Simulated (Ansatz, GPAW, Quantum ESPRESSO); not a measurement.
**Simulated XPS, UPS and emission spectra of BAs**

Wanted: projected DOS of BAs, weighted into photoemission and X-ray emission spectra, at several levels of theory.

Main program and level: Ansatz 0.2.0, Quantum ESPRESSO 7.5 and GPAW 26.7.0; DFT, PBE, plane-wave PAW, default files, scalar-relativistic, in the first sound run; inputs show where later runs differ.

**Measured values to reproduce.**

“Basic Physical Properties of Cubic Boron Arsenide” (2019, arxiv:1911.11281) reports for BAs, zinc blende, by UV-visible absorption (single crystal grown by chemical vapor transport, 300 K): band gap (indirect optical gap from absorption edge) 1.82 eV [room-temperature optical absorption edge, not a zero-temperature fundamental gap].

### Step 1. Starting point

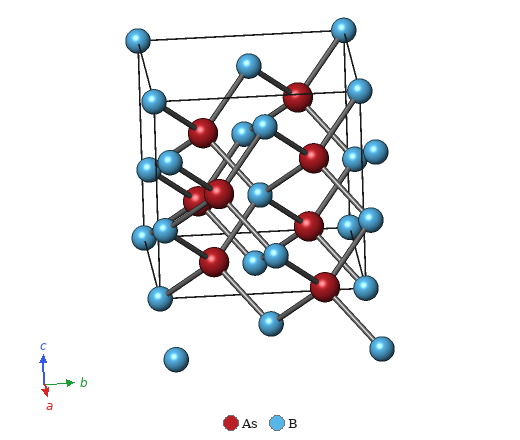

The starting structure, seen slightly off an axis (arsenic red, boron blue). 2×1×1 cells are drawn. This picture shows the conventional cell, with its axes. Bonds to atoms that aren't drawn are left out. Some periodic images of atoms are drawn too.

### Step 2. The base run

First the ground state, then the DOS by atom and shell, which the cross sections turn into spectra. The DOS is taken on a denser mesh than the density.

Contents of input.yaml:

```yaml
crystal:
  lattice:
    - [0.0, 2.3885, 2.3885]
    - [2.3885, 0.0, 2.3885]
    - [2.3885, 2.3885, 0.0]
  atoms:
    - { symbol: As, position: [0.75, 0.75, 0.75] }
    - { symbol: B, position: [0.0, 0.0, 0.0] }
kpoints:
  mp_grid: { grid: [14, 14, 14] }
  band_path:
    path:
      - [[0.0, 0.0, 0.0], [-0.5, -0.5, 0.0], [-0.375, -0.375, 0.25]]
      - [[-0.375, 0.0, 0.375], [0.0, 0.0, 0.0], [0.0, 0.0, 0.5], [-0.5, -0.25, 0.25], [-0.5, -0.5, 0.0]]
    npoints: 15
scf:
  occupations: { method: fermi_dirac, width: 0.05 }
  n_extra_bands: 8
hamiltonian:
  xc: pbe
  pseudopotentials: { kind: paw }
output:
  forces: true
  stress: true
  dos:
    projected: true
    de: 0.05
    e_range: [-28, 12]
    nscf_kmesh: { grid: [24, 24, 24] }
  fatbands: true
```

Run with:

```console
$ ansatz run input.yaml --threads 4 --pin off --max-ram 8192MiB --backend cpu --events-out ev --progress --plain --runs-dir out
```

Numbers of over 12 decimals in the logs are rounded to 6 here.

What it wrote:

```text
scf.n_extra_bands = 8 over 9 filled bands (N_el = 18.0): the run solves 17 bands
Engine: ansatz 0.2.0, x86_64-unknown-linux-gnu
Pseudopotentials: kind: paw
Pseudopotential: As, paw, valence charge 15, recommended cutoff 420 eV (normal), As.paw.azcp
Pseudopotential: B, paw, valence charge 3, recommended cutoff 420 eV (normal), B.paw.azcp
Functional definition: PBE
  parameter kappa = 0.804
  parameter beta = 0.066725
  exchange = pbe_x(kappa = kappa, mu = beta*pi^2/3)
  correlation = pbe_c(beta = beta)
Crystal: 2 atoms, lattice volume = 27.252 Å³
Basis set: ecut = 420 eV, 531 PW (Γ), exchange–correlation on 48×48×48 points (8 copies of the dense FFT grid, shifted against one another)
Bands: 17, of which v1, the nominal top of the filled ones, is band 9 counted from 1 (8 counted from 0)
Symmetry: 24 space group operations
Space group: F-43m (ITA 216), of the structure as read, at distance tolerance 3.0e-5 Å
k-points: 104 of 2744 (time reversal used)
Non-local potential: As, projectors of the file, l = 0: 2, l = 1: 2, l = 2: 3, l = 3: 1
Non-local potential: B, projectors of the file, l = 0: 2, l = 1: 2, l = 2: 1
PAW form: soft (Blöchl's): semilocal exchange-correlation on the pseudo side does not see the compensation charge
PAW one-centre angular grid: As, 590 points (default); XC on 64 Gauss nodes
PAW one-centre angular grid: B, 110 points (default); XC on 64 Gauss nodes
Initial density: superposition of atomic densities (neutral atoms: chi_scale 0, normalization atom), corrected by the library's trained network
Initial wavefunctions: pseudopotential atomic-orbital guess
Functional: x = pbe(κ = 0.804, μ = 0.219515), c = pbe(β = 0.066725)
SCF iter   1: F=—  HF=-5012.100593 eV  |F-HF|=—  |Δ(HF+E_count)|=         —  Δρ=8.56e-4  dr2=1.45e-4  ethr=1.77e-3  ⟨swp⟩=5.2  Hψ=9647  notcnv=0  defer=7
preconditioner: auto → none  [insulator: Δε(μ)=1.207 eV  Ē_g=16.660 eV  σ=0.050 eV  W_gap=1.00  n_scr=8 (ndim 8)  ℏωp=20.1 eV  f_vac=0.001  D(μ)=0.00/eV (n_scr^D=0)  ε∞_Penn≈2.5]
SCF iter   2: F=—  HF=-5012.100603 eV  |F-HF|=—  |Δ(HF+E_count)|=   1.05e-5  Δρ=5.30e-4  dr2=6.71e-5  ethr=8.06e-7  ⟨swp⟩=2.7  Hψ=3646  notcnv=0  defer=126
SCF iter   3: F=—  HF=-5012.100603 eV  |F-HF|=—  |Δ(HF+E_count)|=   2.74e-8  Δρ=3.03e-4  dr2=1.00e-5  ethr=3.73e-7  ⟨swp⟩=2.8  Hψ=2379  notcnv=0  defer=126
SCF iter   4: F=—  HF=-5012.100639 eV  |F-HF|=—  |Δ(HF+E_count)|=   3.55e-5  Δρ=1.16e-4  dr2=5.42e-6  ethr=5.57e-8  ⟨swp⟩=2.0  Hψ=2362  notcnv=0  defer=126
SCF iter   5: F=—  HF=-5012.100636 eV  |F-HF|=—  |Δ(HF+E_count)|=   2.52e-6  Δρ=4.37e-5  dr2=7.58e-7  ethr=3.01e-8  ⟨swp⟩=2.4  Hψ=2385  notcnv=0  defer=126
SCF iter   6: F=—  HF=-5012.100636 eV  |F-HF|=—  |Δ(HF+E_count)|=   2.57e-7  Δρ=1.80e-5  dr2=1.22e-7  ethr=4.21e-9  ⟨swp⟩=1.6  Hψ=1629  notcnv=0  defer=126
SCF iter   7: F=-5012.100636 eV  HF=-5012.100636 eV  |F-HF|=5.55e-9  |Δ(HF+E_count)|=   6.33e-8  Δρ=3.42e-6  dr2=4.43e-9  ethr=5.56e-10  ⟨swp⟩=7.4  Hψ=7401  notcnv=0
SCF 1 converged in 7 iterations: F = -5012.100636 eV  dr2 = 4.43e-9
  greatest PAW one-centre occupation: 0.999 electrons in one spin orbital (limit 2), on the As atom at site 0 (counted from 0), in its partial waves of l = 2
NSCF: frozen V_eff on 92 k-points
NSCF: frozen V_eff on 413 k-points
SCF converged after 7 iterations
Free energy (F): -5012.100636 eV
Harris-Foulkes:  -5012.100636 eV  (|F-HF|=5.55e-9)
Internal energy: -5012.100636 eV  (E = F + TS)
E sigma→0 (E₀):  -5012.100636 eV
Entropy (-TS):   -0.000000 eV (-0.000 meV/atom)
Fermi energy:    11.705536 eV
--- Per-component energies (eV) ---
  E_band       = -210.290385
  E_kinetic    = 152.074770
  E_local      = -1693.912953  (includes V_loc(G=0)·N_el)
  E_nonlocal   = -657.791030
  E_hartree    = 940.030757
  E_xc         = -111.431530
  E_vxc        = -117.663195  (∫ρ·V_xc dr)
  E_paw        = -1915.295660  (= ΣΔE_a)
  E_vpaw       = 226.942925  (= ΣTr[D̂ρ^β])
  E_aug_tail   = 0.000007  (compensation charges beyond the density's cutoff)
  E_ewald      = -1725.774997
  E_smearing   = -0.000000  (= −TS)
  E_closure    = 0.000000  (closes the sum)
  Σ components = -5012.100636   (vs F -5012.100636, Δ=0.00e0)
--- Forces (eV/Å), atoms counted from 1 ---
  atom   1  As    -0.00000000     0.00000000     0.00000000
  atom   2  B     -0.00000000     0.00000000    -0.00000000
  max |Σ_I F_I| component: 5.56e-16 eV/Å
--- Stress (GPa, compression-positive) ---
        2.770941       0.000000      -0.000000
       -0.000000       2.770941       0.000000
       -0.000000       0.000000       2.770941
  P = ⅓ Tr σ = 2.7709 GPa (27.709 kbar)
--- Band table (eV; the first three rows and the last of 104) ---
  k-point 0: bands = [... 5 lower, -4.2777, 11.1256, 11.1256, 11.1256, 14.4067, 14.4067, 14.4067, 15.7991, ... 4 higher]
  k-point 1: bands = [... 5 lower, -4.1938, 10.3248, 10.9606, 10.9606, 14.5440, 14.6238, 14.6238, 16.2686, ... 4 higher]
  k-point 2: bands = [... 5 lower, -3.9439, 8.7406, 10.5850, 10.5850, 14.4854, 15.1176, 15.1176, 17.3773, ... 4 higher]
  k-point 103: bands = [... 5 lower, 0.0548, 3.0431, 5.7120, 5.9850, 15.9614, 16.3731, 18.6317, 18.6653, ... 4 higher]
```

The job ended after 3.5 s (4 threads of Intel Xeon at 2.60GHz (Ice Lake), shared host; peak memory 0.43 GiB).

Numbers from this step:

| Item | Value |
| --- | --- |
| free energy | -5012.1006 eV |
| Fermi energy | 11.71 eV |
| symmetry operations | 24 |
| pressure | 2.771 GPa |
| gap on the k-mesh | 1.206 eV |
| zero of energy | valence-band maximum |
| share of occupied states in no projected shell | 0.004 of the occupied states in the window |
| gap on the path | 1.184 eV |
| least direct gap on the path | 3.281 eV |
| valence top on path | 0 eV |

Electronic bands along the path, in eV, zero at the valence-band maximum; v1 is the highest filled band, c1 the lowest empty one:

| point | v4 | v3 | v2 | v1 | c1 | c2 | c3 | c4 |
| --- | --- | --- | --- | --- | --- | --- | --- | --- |
| Γ | -15.40 | 0.00 | 0.00 | 0.00 | 3.28 | 3.28 | 3.28 | 4.67 |
| X | -11.22 | -8.52 | -4.08 | -4.08 | 1.44 | 1.45 | 11.39 | 11.39 |
| U | -11.26 | -8.14 | -5.94 | -3.48 | 2.05 | 5.55 | 9.23 | 9.77 |
| jump to K | -11.26 | -8.14 | -5.94 | -3.48 | 2.05 | 5.55 | 9.23 | 9.77 |
| Γ | -15.40 | 0.00 | 0.00 | 0.00 | 3.28 | 3.28 | 3.28 | 4.67 |
| L | -12.53 | -8.78 | -1.82 | -1.82 | 2.69 | 4.79 | 4.79 | 8.89 |
| W | -11.06 | -8.05 | -5.48 | -5.19 | 5.27 | 5.94 | 6.82 | 7.05 |
| X | -11.22 | -8.52 | -4.08 | -4.08 | 1.44 | 1.45 | 11.39 | 11.39 |

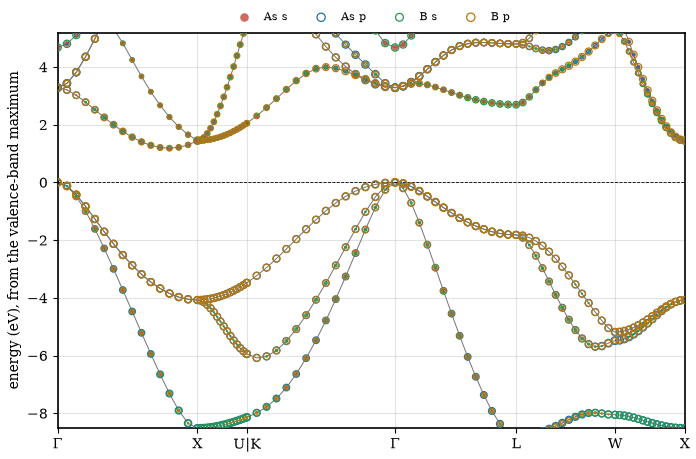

Electronic bands along the path; dots are coloured as in the legend, and their area grows with the weight.

The DOS has structure finer than the step of the table below, so its rows give means over 2 eV, whole bins alone (the curve runs from -16.9 to 12.5 eV). Peaks (eV: height): total -8.0: 1.92, 3.3: 1.76, 4.7: 1.79, 9.0: 1.40; As 4p -8.0: 0.970, -4.0: 0.583, 4.7: 0.696, 9.0: 0.399; B 2p -4.0: 0.524, 3.3: 0.651, 4.7: 0.578, 9.0: 0.338; As 4s -11.3: 0.515, -8.0: 0.0691, 3.3: 0.264, 5.1: 0.127; B 2s -12.5: 0.124, -8.0: 0.674, 3.3: 0.300, 5.1: 0.230.

DOS against E, zero at the valence-band maximum; means over each step; values in states/eV/cell:

| E (eV) | total | As 4p | B 2p | As 4s | B 2s | As 3d |
| --- | --- | --- | --- | --- | --- | --- |
| -14 | 0.321 | 0.0339 | 0.0554 | 0.157 | 0.0727 | 2.7e-5 |
| -12 | 0.658 | 0.0398 | 0.165 | 0.379 | 0.0721 | 1.4e-4 |
| -10 | 3.6e-4 | 1.6e-6 | 1.1e-4 | 2.4e-4 | 2.6e-6 | 4.1e-8 |
| -8 | 0.618 | 0.308 | 0.0882 | 0.0343 | 0.183 | 4.2e-4 |
| -6 | 0.530 | 0.260 | 0.172 | 0.0355 | 0.0598 | 3.4e-4 |
| -4 | 1.01 | 0.493 | 0.438 | 0.0255 | 0.0475 | 8.0e-4 |
| -2 | 0.760 | 0.362 | 0.368 | 0.00876 | 0.0164 | 8.3e-4 |
| 0 | 0.0832 | 0.0369 | 0.0440 | 5.0e-4 | 9.4e-4 | 1.3e-4 |
| 2 | 0.413 | 0.0939 | 0.145 | 0.0498 | 0.0717 | 4.3e-4 |
| 4 | 1.16 | 0.311 | 0.423 | 0.120 | 0.144 | 0.00101 |
| 6 | 1.14 | 0.353 | 0.371 | 0.0816 | 0.108 | 6.2e-4 |
| 8 | 0.871 | 0.267 | 0.252 | 0.0395 | 0.0819 | 3.5e-4 |
| 10 | 0.795 | 0.168 | 0.157 | 0.0174 | 0.0396 | 2.0e-4 |

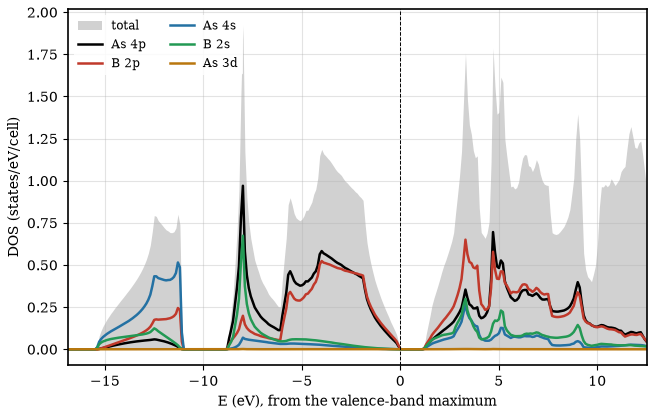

DOS against E.

This run's widths, added to any smearing of the DOS itself: Gaussian 0.1 eV, Lorentzian 0.2 eV. The intensity by binding energy, zero at the valence-band maximum; values in % of the maximum within 13 eV:

| binding energy (eV) | 21.2 eV | 60 eV | 150 eV | 1486.7 eV | 8047.8 eV |
| --- | --- | --- | --- | --- | --- |
| -1 | 1.04 | 0.637 | 0.521 | 0.761 | 0.364 |
| 0 | 4.65 | 2.64 | 1.99 | 2.89 | 1.25 |
| 1 | 30.4 | 16.9 | 12.8 | 19.0 | 8.00 |
| 2 | 78.5 | 43.2 | 33.4 | 51.1 | 21.6 |
| 3 | 92.2 | 52.2 | 41.9 | 63.6 | 27.9 |
| 4 | 98.7 | 57.7 | 47.6 | 71.6 | 32.4 |
| 5 | 67.7 | 43.1 | 37.9 | 55.0 | 26.8 |
| 6 | 36.1 | 26.3 | 25.0 | 34.8 | 18.9 |
| 7 | 30.6 | 29.9 | 30.3 | 36.3 | 21.3 |
| 8 | 89.3 | 98.1 | 98.1 | 98.4 | 45.2 |
| 9 | 4.26 | 4.43 | 4.42 | 5.11 | 2.86 |
| 10 | 1.15 | 1.99 | 2.12 | 3.01 | 2.65 |
| 11 | 2.29 | 11.4 | 13.6 | 23.9 | 27.1 |
| 12 | - | 48.7 | 56.4 | 89.9 | 98.7 |
| 13 | - | 38.1 | 42.7 | 62.0 | 65.3 |
| 14 | - | 25.7 | 28.4 | 38.5 | 39.6 |
| 15 | - | 14.0 | 15.5 | 19.5 | 20.4 |
| 16 | - | 0.964 | 1.06 | 1.43 | 1.45 |

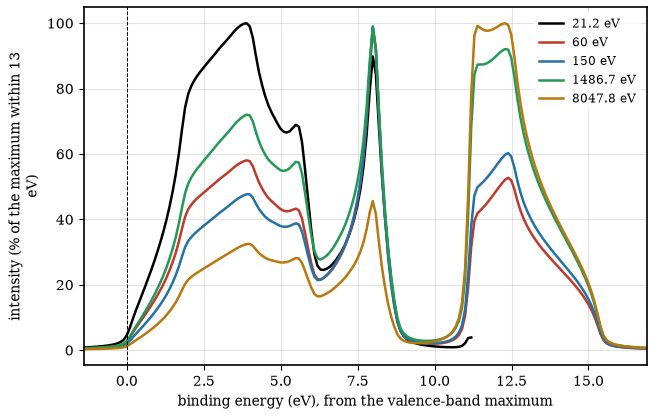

Intensity, plotted against binding energy.

Maxima picked by a test of local sharpness, so broad peaks and shoulders can be missing; peaks within 0.45 eV of a curve's cut are left out. Valence peaks, by row:

| photon energy (eV) | binding energy (eV) | height (% of the maximum within 13 eV) | main shell | its share (%) |
| --- | --- | --- | --- | --- |
| 21.2 | 8.015 | 90.92 | As 4p | 58.58 |
| 21.2 | 5.515 | 69.08 | As 4p | 49.46 |
| 21.2 | 3.865 | 100 | B 2p | 51.93 |
| 60 | 12.42 | 52.75 | As 4s | 38.67 |
| 60 | 8.015 | 100 | B 2s | 72.96 |
| 60 | 5.515 | 43.31 | B 2p | 52.92 |
| 60 | 3.915 | 58.09 | B 2p | 64.21 |
| 150 | 12.37 | 60.29 | As 4s | 64.35 |
| 150 | 8.015 | 100 | B 2s | 59.25 |
| 150 | 5.515 | 38.84 | As 4p | 50.76 |
| 150 | 3.965 | 47.76 | As 4p | 54.97 |
| 1487 | 12.32 | 92.19 | As 4s | 89.23 |
| 1487 | 8.015 | 100 | As 4p | 75.38 |
| 1487 | 5.515 | 57.77 | As 4p | 83.69 |
| 1487 | 3.915 | 72.1 | As 4p | 89.55 |
| 8048 | 12.32 | 100 | As 4s | 96.68 |
| 8048 | 11.37 | 99.19 | As 4s | 98.67 |
| 8048 | 8.015 | 45.71 | As 4p | 66.28 |
| 8048 | 5.515 | 28.21 | As 4p | 68.89 |
| 8048 | 3.965 | 32.55 | As 4p | 79.49 |

The intensity has structure finer than the step of the table below, so its rows give means over 2 eV, whole bins alone (the curve runs from -16.9 to 1.41 eV). Peaks (eV: height): As K-beta valence -3.7: 100.0; As L3-N1 -12.1: 100.0; B K -11.4: 39.8, -8.0: 30.2, -3.8: 99.9.

Shapes are the site's partial DOS without matrix elements, which overweights lines from ligand s bands. The intensity by emission energy less the core level's binding energy, zero at the valence-band maximum; means over each step; values in % of the unpolarised maximum:

| emission energy less the core level's binding energy (eV) | As K-beta valence | As L3-N1 | B K |
| --- | --- | --- | --- |
| -14 | 9.94 | 49.1 | 11.1 |
| -12 | 13.5 | 88.3 | 31.8 |
| -10 | 20.9 | 18.3 | 1.10 |
| -8 | 56.8 | 12.3 | 17.6 |
| -6 | 72.5 | 11.9 | 34.6 |
| -4 | 96.5 | 8.30 | 86.3 |
| -2 | 74.7 | 3.64 | 72.4 |
| 0 | 27.2 | 1.03 | 9.44 |

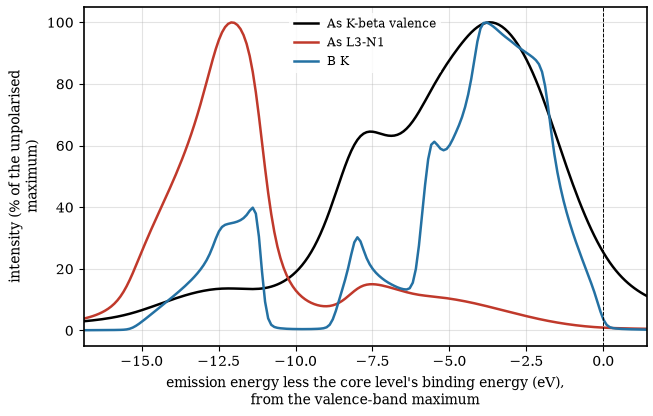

Intensity against emission energy less the core level's binding energy.

Sums over each group's atoms; left-over states aren't shared out by site. Site centres, by row:

| group | element | shell | occupied states | centre of occupied part (eV) | centre up to the window's top (eV) |
| --- | --- | --- | --- | --- | --- |
| As1 | As | 4s | 1.304 | -11.49 | -5.853 |
| As1 | As | 4p | 3.069 | -4.989 | 0.2131 |
| As1 | As | 3d | 0.005364 | -4.579 | 0.4004 |
| B2 | B | 2s | 0.92 | -8.798 | -1.558 |
| B2 | B | 2p | 2.663 | -5.227 | 0.5766 |

Shapes are the site's partial DOS without matrix elements, which overweights lines from ligand s bands. Emission peaks, by row:

| line | energy (eV) | height (%) |
| --- | --- | --- |
| As K-beta valence | -7.565 | 64.55 |
| As K-beta valence | -3.665 | 100 |
| As L3-N1 | -12.07 | 100 |
| As L3-N1 | -7.515 | 15.02 |
| B K | -11.37 | 39.89 |
| B K | -7.965 | 30.24 |
| B K | -5.515 | 61.36 |
| B K | -3.815 | 100 |

The spectra weight each projected shell by its atomic cross section (Dirac–Hartree–Slater) and angular factor, for unpolarised light with the analyser at 54.7° from the beam. Broadening, on top of any smearing of the DOS itself: a Gaussian of 0.1 eV and a Lorentzian of 0.2 eV plus 0 times the binding energy (full widths), Fermi edge at 20 K. Curves are cut 10 eV under the photon energy, above any shell that the free atom's threshold puts out of reach, or at the lower edge of the window: 11.2 eV at 21.2 eV, 16.9 eV at 60 eV, 16.9 eV at 150 eV, 16.9 eV at 1486.7 eV and 16.9 eV at 8047.8 eV. Dipole terms alone, which is rough above 3 keV; no background, satellites or final-state effects.

Share of each shell in the spectrum's area (%), by photon energy:

| shell | 21.2 eV | 60 eV | 150 eV | 1486.7 eV | 8047.8 eV |
| --- | --- | --- | --- | --- | --- |
| As 4s | 0.0 | 13.6 | 26.9 | 40.4 | 67.4 |
| As 4p | 47.6 | 12.6 | 31.3 | 54.5 | 31.1 |
| As 3d | 0.0 | 0.1 | 2.1 | 0.5 | 0.0 |
| B 2s | 6.3 | 32.6 | 27.6 | 4.4 | 1.4 |
| B 2p | 46.0 | 41.0 | 12.2 | 0.2 | 0.0 |

Cross sections used, in Mb an electron:

| shell | 21.2 eV | 60 eV | 150 eV | 1486.7 eV | 8047.8 eV |
| --- | --- | --- | --- | --- | --- |
| As 4s | 0.0061 | 0.085 | 0.034 | 9.1e-4 | 2.7e-5 |
| As 4p | 1.3 | 0.033 | 0.017 | 5.2e-4 | 5.3e-6 |
| As 3d | - | 0.16 | 0.66 | 0.0025 | 4.1e-6 |
| B 2s | 0.80 | 0.29 | 0.050 | 1.4e-4 | 7.9e-7 |
| B 2p | 1.6 | 0.12 | 0.0076 | 2.4e-6 | 2.6e-9 |

At this level the gap is 1.18 eV on the path.

(Continued in part 2 of 7.)

[Logs are printed without paths, hosts, clocks, repeated set-up lines and the standing remarks that a program may print on its own settings, such as how far it seeks lower states.]

[Hosts, paths, dates, database ids (printed as entryN), source tags and the programs' standing remarks are cut or masked in the printed files.]

[Maps of the electrostatic potential energy from Ansatz leave out the sawtooth potential of an applied field or a dipole correction, so their vacuum need not be flat; work functions include it.]

[Peak lists hold at most the 14 tallest peaks of each spectrum; further lines can be left out.]
